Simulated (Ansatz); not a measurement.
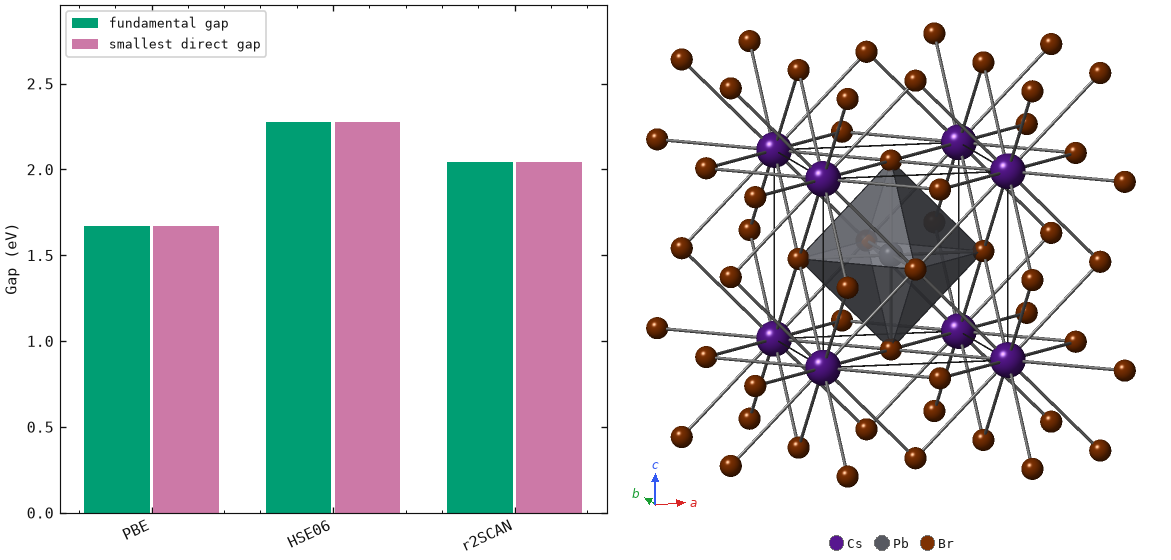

Gaps of CsPbBr₃, space group Pm-3m (No. 221), 5 atoms in the cell, cubic perovskite type, at several levels of theory on one cell (Ansatz, plane waves and PAW; edges over the mesh and the special points).

Q: How does the gap depend on the level, and does its kind change?

A: In rising order: PBE 1.67 eV, r2SCAN 2.04 eV and HSE06 2.28 eV. It is direct at every level.
